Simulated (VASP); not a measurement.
AlAs: band-structure run (part 2 of 2)

AlAs (F-43m, 2 atoms in the cell); Kohn-Sham DFT of a periodic cell, PBEsol, VASP PAW PBE potentials, recommended, no spin polarisation (VASP 6.6.1); cutoff 520 eV, 8×8×8 k-mesh, Gaussian smearing of 0.03 eV. The structure derives from an entry of the Crystallography Open Database.

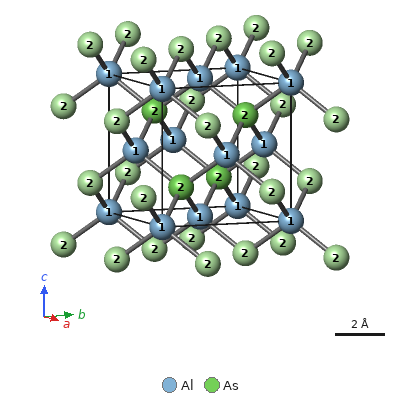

**Figure 1.** The input geometry (ball-and-stick view of the cell 4 times as large as that of the calculation, set on its symmetry axes, seen slightly off an axis; neighbours outside the cell are drawn fainter; atoms are numbered from 1 in the order of the input).

Parts of OUTCAR, continued:
```
 k-point     1 :       0.0000    0.0000    0.0000
  band No.  band energies     occupation
      1      -8.1167      2.00000
      2       3.7084      2.00000
      3       3.7084      2.00000
      4       3.7084      2.00000
      5       5.6018      0.00000
      6       7.9525      0.00000
      7       7.9525      0.00000
      8       7.9525      0.00000
      9      12.3586      0.00000
     10      12.6768      0.00000
     11      12.6768      0.00000

 k-point     2 :       0.1250    0.0000    0.0000
  band No.  band energies     occupation
      1      -7.9654      2.00000
      2       2.2654      2.00000
      3       3.5485      2.00000
      4       3.5485      2.00000
      5       6.3801      0.00000
      6       8.2321      0.00000
      7       8.2321      0.00000
      8       8.3252      0.00000
      9      12.0541      0.00000
     10      12.0541      0.00000
     11      13.0887      0.00000

 k-point     3 :       0.2500    0.0000    0.0000
  band No.  band energies     occupation
      1      -7.5459      2.00000
      2       0.3184      2.00000
      3       3.2332      2.00000
      4       3.2332      2.00000
      5       6.2204      0.00000
      6       8.5677      0.00000
      7       8.5677      0.00000
      8      10.0230      0.00000
      9      11.9426      0.00000
     10      11.9426      0.00000
     11      12.9044      0.00000

 k-point     4 :       0.3750    0.0000    0.0000
  band No.  band energies     occupation
      1      -7.0039      2.00000
      2      -1.2164      2.00000
      3       2.9817      2.00000
      4       2.9817      2.00000
      5       5.8779      0.00000
      6       8.4491      0.00000
      7       8.4491      0.00000
      8      11.2403      0.00000
      9      13.2316      0.00000
     10      13.2316      0.00000
     11      13.2540      0.00000

 k-point     5 :       0.5000    0.0000    0.0000
  band No.  band energies     occupation
      1      -6.7148      2.00000
      2      -1.8454      2.00000
      3       2.8904      2.00000
      4       2.8904      2.00000
      5       5.7484      0.00000
      6       8.3316      0.00000
      7       8.3316      0.00000
      8      11.2651      0.00000
      9      14.6788      0.00000
     10      15.1613      0.00000
     11      15.1613      0.00000

 [... the levels of 15 k-points are left out ...]

 k-point    21 :       0.5000    0.5000    0.0000
  band No.  band energies     occupation
      1      -6.1747      2.00000
      2      -1.6963      2.00000
      3       1.5468      2.00000
      4       1.5468      2.00000
      5       5.0464      0.00000
      6       5.9248      0.00000

------------------------ aborting loop because EDIFF is reached ----------------------------------------

  FORCE on cell =-STRESS in cart. coord.  units (eV):
  Direction    XX          YY          ZZ          XY          YZ          ZX
  --------------------------------------------------------------------------------------
  -------------------------------------------------------------------------------------
  Total       -0.0001913     -0.0001913     -0.0001913     -0.0000000      0.0000000     -0.0000000
  in kB       -0.0066831     -0.0066831     -0.0066831     -0.0000000      0.0000000     -0.0000000
  external PRESSURE =      -0.0066831 kB  Pullay stress =       0.0000000 kB

 VOLUME and BASIS-vectors are now :
 -----------------------------------------------------------------------------
  energy-cutoff  :      520.00
  volume of cell :       45.86
      direct lattice vectors                 reciprocal lattice vectors
     0.000000000  2.840884473  2.840884473    -0.176001525  0.176001525  0.176001525
     2.840884473  0.000000000  2.840884473     0.176001525 -0.176001525  0.176001525
     2.840884473  2.840884473  0.000000000     0.176001525  0.176001525 -0.176001525

 POSITION                                       TOTAL-FORCE (eV/Angst)
 -----------------------------------------------------------------------------------
      0.00000      0.00000      0.00000         0.000000     -0.000000     -0.000000
      1.42044      1.42044      1.42044        -0.000000      0.000000      0.000000
 -----------------------------------------------------------------------------------
    total drift:                               -0.000000     -0.000000     -0.000000

  FREE ENERGIE OF THE ION-ELECTRON SYSTEM (eV)
  ---------------------------------------------------
  free  energy   TOTEN  =       -10.0648720580 eV

  energy  without entropy=      -10.0648720580  energy(sigma->0) =      -10.06487206
```

CONTCAR:
```
AlAs
   1.00000000000000
     0.0000000000000000    2.8408844733000000    2.8408844733000000
     2.8408844733000000    0.0000000000000000    2.8408844733000000
     2.8408844733000000    2.8408844733000000    0.0000000000000000
  Al              As
     1     1
Direct
     0.0000000000000000    0.0000000000000000    0.0000000000000000
     0.2500000000000000    0.2500000000000000    0.2500000000000000

  0.00000000E+00  0.00000000E+00  0.00000000E+00
  0.00000000E+00  0.00000000E+00  0.00000000E+00
```

The run was set up as follows.

INCAR:
```
SYSTEM = AlAs
PREC = Accurate ; ENCUT = 520
EDIFF = 1E-6 ; ISMEAR = 0
SIGMA = 0.03 ; LREAL = .False.
LASPH = .True. ; NELM = 80
ALGO = Normal ; ISIF = 2
LWAVE = .False. ; LCHARG = .False.
GGA = PS ; NBANDS = 11
ICORELEVEL = 1
```

KPOINTS:
```
regular mesh
0
Gamma
  8 8 8
  0 0 0
```

KPOINTS_OPT:
```
explicit points
159
Reciprocal
 0.0000000000  0.0000000000  0.0000000000 1
 0.0357142857  0.0000000000  0.0357142857 1
 0.0714285714  0.0000000000  0.0714285714 1
 0.1071428571  0.0000000000  0.1071428571 1
 0.1428571429  0.0000000000  0.1428571429 1
 0.1785714286  0.0000000000  0.1785714286 1
 0.2142857143  0.0000000000  0.2142857143 1
 0.2500000000  0.0000000000  0.2500000000 1
 0.2857142857  0.0000000000  0.2857142857 1
 0.3214285714  0.0000000000  0.3214285714 1
 0.3571428571  0.0000000000  0.3571428571 1
 0.3928571429  0.0000000000  0.3928571429 1
 0.4285714286  0.0000000000  0.4285714286 1
 0.4642857143  0.0000000000  0.4642857143 1
 0.5000000000  0.0000000000  0.5000000000 1
 0.5000000000  0.0000000000  0.5000000000 1
 0.5000000000  0.0178571429  0.5178571429 1
 0.5000000000  0.0357142857  0.5357142857 1
 0.5000000000  0.0535714286  0.5535714286 1
 0.5000000000  0.0714285714  0.5714285714 1
 0.5000000000  0.0892857143  0.5892857143 1
 0.5000000000  0.1071428571  0.6071428571 1
 0.5000000000  0.1250000000  0.6250000000 1
 0.5000000000  0.1428571429  0.6428571429 1
 0.5000000000  0.1607142857  0.6607142857 1
 0.5000000000  0.1785714286  0.6785714286 1
 0.5000000000  0.1964285714  0.6964285714 1
 0.5000000000  0.2142857143  0.7142857143 1
 0.5000000000  0.2321428571  0.7321428571 1
 0.5000000000  0.2500000000  0.7500000000 1
 0.5000000000  0.2500000000  0.7500000000 1
 0.4910714286  0.2589285714  0.7500000000 1
 0.4821428571  0.2678571429  0.7500000000 1
 0.4732142857  0.2767857143  0.7500000000 1
 0.4642857143  0.2857142857  0.7500000000 1
 0.4553571429  0.2946428571  0.7500000000 1
 0.4464285714  0.3035714286  0.7500000000 1
 0.4375000000  0.3125000000  0.7500000000 1
 0.4285714286  0.3214285714  0.7500000000 1
 0.4196428571  0.3303571429  0.7500000000 1
 0.4107142857  0.3392857143  0.7500000000 1
 0.4017857143  0.3482142857  0.7500000000 1
 0.3928571429  0.3571428571  0.7500000000 1
 0.3839285714  0.3660714286  0.7500000000 1
 0.3750000000  0.3750000000  0.7500000000 1
 0.3750000000  0.3750000000  0.7500000000 1
 0.3482142857  0.3482142857  0.6964285714 1
 0.3214285714  0.3214285714  0.6428571429 1
 0.2946428571  0.2946428571  0.5892857143 1
 0.2678571429  0.2678571429  0.5357142857 1
 0.2410714286  0.2410714286  0.4821428571 1
 0.2142857143  0.2142857143  0.4285714286 1
 0.1875000000  0.1875000000  0.3750000000 1
 0.1607142857  0.1607142857  0.3214285714 1
 0.1339285714  0.1339285714  0.2678571429 1
 0.1071428571  0.1071428571  0.2142857143 1
 0.0803571429  0.0803571429  0.1607142857 1
 0.0535714286  0.0535714286  0.1071428571 1
 0.0267857143  0.0267857143  0.0535714286 1
 0.0000000000  0.0000000000  0.0000000000 1
 0.0000000000  0.0000000000  0.0000000000 1
 0.0357142857  0.0357142857  0.0357142857 1
 0.0714285714  0.0714285714  0.0714285714 1
 0.1071428571  0.1071428571  0.1071428571 1
 0.1428571429  0.1428571429  0.1428571429 1
 0.1785714286  0.1785714286  0.1785714286 1
 0.2142857143  0.2142857143  0.2142857143 1
 0.2500000000  0.2500000000  0.2500000000 1
 0.2857142857  0.2857142857  0.2857142857 1
 0.3214285714  0.3214285714  0.3214285714 1
 0.3571428571  0.3571428571  0.3571428571 1
 0.3928571429  0.3928571429  0.3928571429 1
 0.4285714286  0.4285714286  0.4285714286 1
 0.4642857143  0.4642857143  0.4642857143 1
 0.5000000000  0.5000000000  0.5000000000 1
 0.5000000000  0.5000000000  0.5000000000 1
 0.5089285714  0.4821428571  0.5089285714 1
 0.5178571429  0.4642857143  0.5178571429 1
 0.5267857143  0.4464285714  0.5267857143 1
 0.5357142857  0.4285714286  0.5357142857 1
 0.5446428571  0.4107142857  0.5446428571 1
 0.5535714286  0.3928571429  0.5535714286 1
 0.5625000000  0.3750000000  0.5625000000 1
 0.5714285714  0.3571428571  0.5714285714 1
 0.5803571429  0.3392857143  0.5803571429 1
 0.5892857143  0.3214285714  0.5892857143 1
 0.5982142857  0.3035714286  0.5982142857 1
 0.6071428571  0.2857142857  0.6071428571 1
 0.6160714286  0.2678571429  0.6160714286 1
 0.6250000000  0.2500000000  0.6250000000 1
 0.6250000000  0.2500000000  0.6250000000 1
 0.6160714286  0.2500000000  0.6339285714 1
 0.6071428571  0.2500000000  0.6428571429 1
 0.5982142857  0.2500000000  0.6517857143 1
 0.5892857143  0.2500000000  0.6607142857 1
 0.5803571429  0.2500000000  0.6696428571 1
 0.5714285714  0.2500000000  0.6785714286 1
 0.5625000000  0.2500000000  0.6875000000 1
 0.5535714286  0.2500000000  0.6964285714 1
 0.5446428571  0.2500000000  0.7053571429 1
 0.5357142857  0.2500000000  0.7142857143 1
 0.5267857143  0.2500000000  0.7232142857 1
 0.5178571429  0.2500000000  0.7321428571 1
 0.5089285714  0.2500000000  0.7410714286 1
 0.5000000000  0.2500000000  0.7500000000 1
 0.5000000000  0.2500000000  0.7500000000 1
 0.5000000000  0.2678571429  0.7321428571 1
 0.5000000000  0.2857142857  0.7142857143 1
 0.5000000000  0.3035714286  0.6964285714 1
 0.5000000000  0.3214285714  0.6785714286 1
 0.5000000000  0.3392857143  0.6607142857 1
 0.5000000000  0.3571428571  0.6428571429 1
 0.5000000000  0.3750000000  0.6250000000 1
 0.5000000000  0.3928571429  0.6071428571 1
 0.5000000000  0.4107142857  0.5892857143 1
 0.5000000000  0.4285714286  0.5714285714 1
 0.5000000000  0.4464285714  0.5535714286 1
 0.5000000000  0.4642857143  0.5357142857 1
 0.5000000000  0.4821428571  0.5178571429 1
 0.5000000000  0.5000000000  0.5000000000 1
 0.5000000000  0.5000000000  0.5000000000 1
 0.4910714286  0.4910714286  0.5178571429 1
 0.4821428571  0.4821428571  0.5357142857 1
 0.4732142857  0.4732142857  0.5535714286 1
 0.4642857143  0.4642857143  0.5714285714 1
 0.4553571429  0.4553571429  0.5892857143 1
 0.4464285714  0.4464285714  0.6071428571 1
 0.4375000000  0.4375000000  0.6250000000 1
 0.4285714286  0.4285714286  0.6428571429 1
 0.4196428571  0.4196428571  0.6607142857 1
 0.4107142857  0.4107142857  0.6785714286 1
 0.4017857143  0.4017857143  0.6964285714 1
 0.3928571429  0.3928571429  0.7142857143 1
 0.3839285714  0.3839285714  0.7321428571 1
 0.3750000000  0.3750000000  0.7500000000 1
 0.6250000000  0.2500000000  0.6250000000 1
 0.6160714286  0.2321428571  0.6160714286 1
 0.6071428571  0.2142857143  0.6071428571 1
 0.5982142857  0.1964285714  0.5982142857 1
 0.5892857143  0.1785714286  0.5892857143 1
 0.5803571429  0.1607142857  0.5803571429 1
 0.5714285714  0.1428571429  0.5714285714 1
 0.5625000000  0.1250000000  0.5625000000 1
 0.5535714286  0.1071428571  0.5535714286 1
 0.5446428571  0.0892857143  0.5446428571 1
 0.5357142857  0.0714285714  0.5357142857 1
 0.5267857143  0.0535714286  0.5267857143 1
 0.5178571429  0.0357142857  0.5178571429 1
 0.5089285714  0.0178571429  0.5089285714 1
 0.5000000000  0.0000000000  0.5000000000 1
 0.0000000000  0.0000000000  0.0000000000 1
 0.3750000000  0.3750000000  0.7500000000 1
 0.5000000000  0.5000000000  0.5000000000 1
 0.6250000000  0.2500000000  0.6250000000 1
 0.5000000000  0.2500000000  0.7500000000 1
 0.5000000000  0.0000000000  0.5000000000 1
 0.4000000000  0.0000000000  0.4000000000 1
 0.4250000000  0.0000000000  0.4250000000 1
 0.4500000000  0.0000000000  0.4500000000 1
```

POSCAR:
```
AlAs                                    
1.0
    0.0000000000      2.8408844733      2.8408844733
    2.8408844733      0.0000000000      2.8408844733
    2.8408844733      2.8408844733      0.0000000000
  Al              As            
     1     1
Direct
     0.0000000000000000    0.0000000000000000    0.0000000000000000
     0.2500000000000000    0.2500000000000000    0.2500000000000000
```

Command:
```bash
cat potpaw_PBE.64/Al/POTCAR potpaw_PBE.64/As/POTCAR > POTCAR
mpirun -np 1 vasp_std > vasp.out
```

Key numbers:

```tsv
quantity	value
outcome	converged
space group (tolerance 0.01 Å)	F-43m (216)
electrons treated	8
free energy	−10.0649 eV
Fermi energy of the self-consistent step	3.871 eV
gap on the k-point mesh	1.34 eV
gap on the band path	1.34 eV
pressure	0.00 GPa
largest force (length of the vector)	under 0.001 eV/Å
hardware	1 thread of AMD EPYC (Zen 3), 64 GiB of memory available, shared host
wall time	1.9 min
peak memory	0.14 GiB
```
